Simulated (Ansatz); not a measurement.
**Geometry relaxation, with input and output: AlGa$_{3}$N$_{4}$ (part 2 of 2)**

AlGa$_{3}$N$_{4}$ (P-43m, 8 atoms in the cell); DFT r2SCAN, scalar-relativistic, plane waves, PAW, no spin polarisation (Ansatz 0.2.0); cutoff 500 eV, 6×6×6 k-mesh, Gaussian smearing of 0.02 eV. The structure derives from a Materials Project entry.

Geometry of the input (Å; fractional positions):
```
4.4717  0.0000  0.0000
0.0000  4.4717  0.0000
0.0000  0.0000  4.4717
Al 0.0000  0.0000  0.0000
Ga 0.5000  0.5000  0.0000
Ga 0.5000  0.0000  0.5000
Ga 0.0000  0.5000  0.5000
N  0.7557  0.7557  0.2443
N  0.7557  0.2443  0.7557
N  0.2443  0.7557  0.7557
N  0.2443  0.2443  0.2443
```

Output, continued
```
--- Forces (eV/Å), atoms counted from 1 ---
  atom   1  Al     0.00000000     0.00000000     0.00000000
  atom   2  Ga     0.00000000     0.00000000     0.00000000
  atom   3  Ga     0.00000000    -0.00000000     0.00000000
  atom   4  Ga     0.00000000     0.00000000     0.00000000
  atom   5  N     -0.00052013    -0.00052013     0.00052013
  atom   6  N     -0.00052013     0.00052013    -0.00052013
  atom   7  N      0.00052013    -0.00052013    -0.00052013
  atom   8  N      0.00052013     0.00052013     0.00052013
  max |Σ_I F_I| component: 3.94e-17 eV/Å
--- Stress (GPa, compression-positive) ---
        0.008254       0.000000       0.000000
        0.000000       0.008254       0.000000
        0.000000       0.000000       0.008254
  P = ⅓ Tr σ = 0.0083 GPa (0.083 kbar)
--- Band table (eV; the first three rows and the last of 20) ---
  k-point 0: bands = ["-7.7082", "-6.3526", "-6.3526", "-6.3526", "-4.7841", "-4.7841", "-4.7841", "-4.7832", "-4.6791", "-4.6791", "-4.5601", "-4.5601", "-4.5601", "-4.5115", "-4.5115", "-4.4467", "-3.2392", "-3.2392", "-3.2392", "2.6733", "2.6733", "3.4369", "6.2440", "6.2440", "6.2440", "6.2689", "6.2689", "6.2689", "8.7848", "8.7848", "8.7848", "11.6016", "12.7118", "12.7118", "12.7118", "15.9643", "15.9643", "18.0260", "20.4209"]
  k-point 1: bands = ["-7.5977", "-6.4025", "-6.3549", "-6.3549", "-4.7884", "-4.7801", "-4.7801", "-4.7467", "-4.6750", "-4.6668", "-4.5907", "-4.5907", "-4.5581", "-4.5233", "-4.5113", "-4.4561", "-3.4944", "-3.1838", "-3.1838", "2.7937", "2.9599", "3.6279", "5.9627", "5.9969", "5.9969", "6.0259", "6.3999", "6.3999", "8.0800", "8.5931", "8.5931", "12.3418", "13.0342", "13.3042", "13.3042", "16.1889", "16.4649", "18.3049", "19.8851"]
  k-point 2: bands = ["-7.2996", "-6.5746", "-6.3597", "-6.3597", "-4.7631", "-4.7631", "-4.7561", "-4.6950", "-4.6564", "-4.6564", "-4.6519", "-4.6403", "-4.5489", "-4.5427", "-4.5122", "-4.4809", "-4.0065", "-3.0757", "-3.0757", "3.1077", "3.4223", "4.3093", "5.3125", "5.5490", "5.5490", "5.5625", "6.7997", "6.7997", "6.8525", "8.0866", "8.0866", "13.5641", "13.8349", "14.6644", "14.6644", "16.6767", "17.5757", "18.2901", "19.5126"]
  k-point 19: bands = ["-6.7314", "-6.5336", "-6.5336", "-6.5336", "-4.7863", "-4.7863", "-4.7863", "-4.7161", "-4.7161", "-4.5879", "-4.5879", "-4.5879", "-4.4821", "-4.4821", "-4.4821", "-3.7222", "-3.7222", "-3.7222", "-3.2622", "1.8044", "1.8044", "1.8044", "2.4005", "7.7336", "7.7336", "7.7336", "8.0291", "8.0291", "8.0971", "8.0971", "8.0971", "14.3751", "14.3751", "14.3751", "15.7198", "18.5794", "18.5794", "18.5794", "19.0132"]
--- Relaxed structure (3 steps of the walk, 3 accepted, 1 SCFs on fresh bases) ---
  F+E_penalty+E_count = -13457.55073222 eV   max|allowed force component| = 5.201e-4 eV/Å   (the final SCF, on the basis selected at the relaxed cell)
  cell:  # Å, volume = 89.0358 Å³
    - [4.465344446778949, -3.209883240645393e-35, -1.1876567990387953e-33]
    - [3.209883240645393e-35, 4.465344446778949, -9.469155559903908e-34]
    - [-1.1876567990387953e-33, -1.0111132208032988e-33, 4.465344446778949]
  atoms:
    - { symbol: Al, position: [-2.121519795222844e-20, 9.092227693812162e-21, 9.092227693812177e-21] }
    - { symbol: Ga, position: [0.5, 0.5, 9.092227693812168e-21] }
    - { symbol: Ga, position: [0.5, 9.09222769381213e-21, 0.5] }
    - { symbol: Ga, position: [-2.1215197952228394e-20, 0.5, 0.5] }
    - { symbol: N, position: [0.7553510550855534, 0.7553510550855534, 0.2446489449144466] }
    - { symbol: N, position: [0.7553510550855534, 0.2446489449144466, 0.7553510550855534] }
    - { symbol: N, position: [0.2446489449144466, 0.7553510550855534, 0.7553510550855534] }
    - { symbol: N, position: [0.2446489449144466, 0.2446489449144466, 0.2446489449144466] }
```

Trajectory as extended XYZ (Å, eV, eV/Å), 4 frames, from step=1 to step=4
```
8
Lattice="4.4717 0.0000 0.0000 0.0000 4.4717 0.0000 0.0000 0.0000 4.4717" Properties=species:S:1:pos:R:3:forces:R:3 step=1 energy=-13457.54927 pressure_GPa=-0.84
Al    0.0000    0.0000    0.0000    0.0000   0.0000   0.0000
Ga    2.2358    2.2358    0.0000    0.0000   0.0000   0.0000
Ga    2.2358    0.0000    2.2358    0.0000   0.0000   0.0000
Ga    0.0000    2.2358    2.2358    0.0000   0.0000   0.0000
N     3.3793    3.3793    1.0924   -0.0431  -0.0431   0.0431
N     3.3793    1.0924    3.3793   -0.0431   0.0431  -0.0431
N     1.0924    3.3793    3.3793    0.0431  -0.0431  -0.0431
N     1.0924    1.0924    1.0924    0.0431   0.0431   0.0431
8
Lattice="4.4678 0.0000 0.0000 0.0000 4.4678 0.0000 0.0000 0.0000 4.4678" Properties=species:S:1:pos:R:3:forces:R:3 step=2 energy=-13457.55059 pressure_GPa=-0.32
Al    0.0000    0.0000    0.0000    0.0000   0.0000   0.0000
Ga    2.2339    2.2339    0.0000    0.0000   0.0000   0.0000
Ga    2.2339    0.0000    2.2339    0.0000   0.0000   0.0000
Ga    0.0000    2.2339    2.2339    0.0000   0.0000   0.0000
N     3.3754    3.3754    1.0924   -0.0177  -0.0177   0.0177
N     3.3754    1.0924    3.3754   -0.0177   0.0177  -0.0177
N     1.0924    3.3754    3.3754    0.0177  -0.0177  -0.0177
N     1.0924    1.0924    1.0924    0.0177   0.0177   0.0177
8
Lattice="4.4653 0.0000 0.0000 0.0000 4.4653 0.0000 0.0000 0.0000 4.4653" Properties=species:S:1:pos:R:3:forces:R:3 step=3 energy=-13457.55088 pressure_GPa=0.01
Al    0.0000    0.0000    0.0000    0.0000   0.0000   0.0000
Ga    2.2327    2.2327    0.0000    0.0000   0.0000   0.0000
Ga    2.2327    0.0000    2.2327    0.0000   0.0000   0.0000
Ga    0.0000    2.2327    2.2327    0.0000   0.0000   0.0000
N     3.3729    3.3729    1.0924   -0.0005  -0.0005   0.0005
N     3.3729    1.0924    3.3729   -0.0005   0.0005  -0.0005
N     1.0924    3.3729    3.3729    0.0005  -0.0005  -0.0005
N     1.0924    1.0924    1.0924    0.0005   0.0005   0.0005
8
Lattice="4.4653 0.0000 0.0000 0.0000 4.4653 0.0000 0.0000 0.0000 4.4653" Properties=species:S:1:pos:R:3:forces:R:3 step=4 energy=-13457.55073 pressure_GPa=0.01
Al    0.0000    0.0000    0.0000    0.0000   0.0000   0.0000
Ga    2.2327    2.2327    0.0000    0.0000   0.0000   0.0000
Ga    2.2327    0.0000    2.2327    0.0000   0.0000   0.0000
Ga    0.0000    2.2327    2.2327    0.0000   0.0000   0.0000
N     3.3729    3.3729    1.0924   -0.0005  -0.0005   0.0005
N     3.3729    1.0924    3.3729   -0.0005   0.0005  -0.0005
N     1.0924    3.3729    3.3729    0.0005  -0.0005  -0.0005
N     1.0924    1.0924    1.0924    0.0005   0.0005   0.0005
```

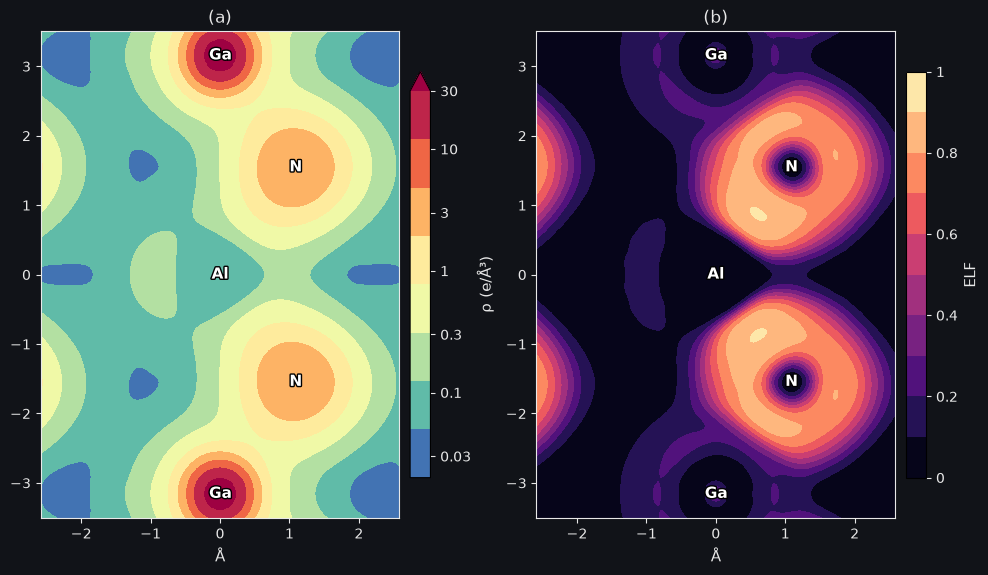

Figure 1. (a) valence pseudo-density; (b) ELF on the (011̄) plane of the conventional cell. Atoms in the plane: Al, Ga and N. Al–N (1.89 Å): ρ at the midpoint is about 0.7 e/Å³; the ELF peaks at about 0.90 between the atoms, which marks a polar covalent bond. Ga–N (1.95 Å): ρ at the midpoint is about 0.74 e/Å³; the ELF is about 0.45 at the midpoint. The density dies away to nearly zero in the voids. The fields are those of the smooth PAW valence density.

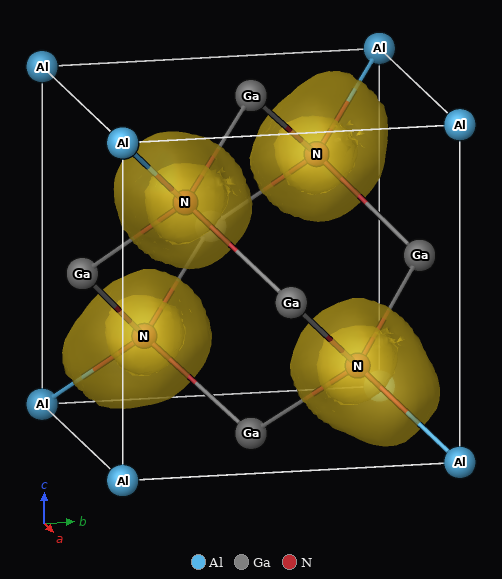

Figure 2. Isosurface of the electron localisation function at 0.75 (yellow), seen slightly off an axis. Only the valence region is drawn (cores and ρ < 0.01 e/Å³ removed). Sticks mark near contacts. The outline is the cell set on symmetry axes. Along the contacts the grid gives the following. Al–N (1.89 Å): the ELF peaks at about 0.90 between the atoms, which marks a shared but strongly polarised pair. Ga–N (1.95 Å): the ELF is about 0.45 at the midpoint.

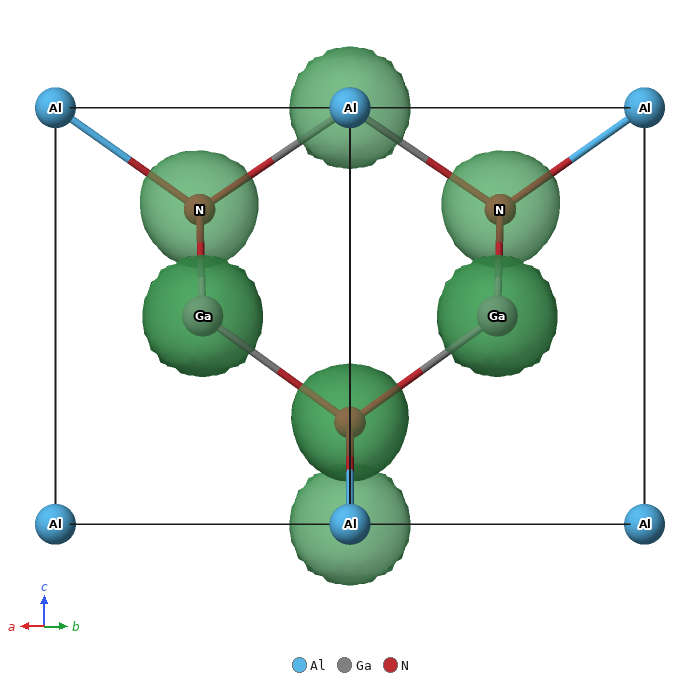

Figure 3. Isosurface of the valence charge density (pseudo) at 1.5 e/Å³ (green), seen along [110]. Sticks mark near contacts. The outline is the cell set on symmetry axes. At this value the density breaks into separate islands; it holds about 60 % of the electrons treated as valence (semicore included). It is pinched off along the Al–N (1.89 Å) and Ga–N (1.95 Å) contacts. On the grid the lowest density along these lines, outside the cores, is 0.58 e/Å³ (Al–N, 1.89 Å) and 0.72 e/Å³ (Ga–N, 1.95 Å).

Key numbers

| quantity | value |
| --- | --- |
| outcome | converged |
| space group (tolerance 0.01 Å) | P-43m (215) |
| electrons treated | 62 |
| free energy | −13457.5507 eV |
| Fermi energy | 10.193 eV |
| gap on the k-point mesh | 2.82 eV |
| pressure | 0.01 GPa |
| final volume | 89.04 Å³ |
| largest force (length of the vector) at the end | 0.001 eV/Å |
| final cell | a = 4.465 Å, b = 4.465 Å, c = 4.465 Å, α = 90.00°, β = 90.00°, γ = 90.00° |
| hardware | 2 threads of Oxide Virtual Turin-like (Zen 5), 32 GiB of memory available, shared host |
| wall time | 31 s (CPU time 61 s) |
| peak memory | 0.63 GiB |
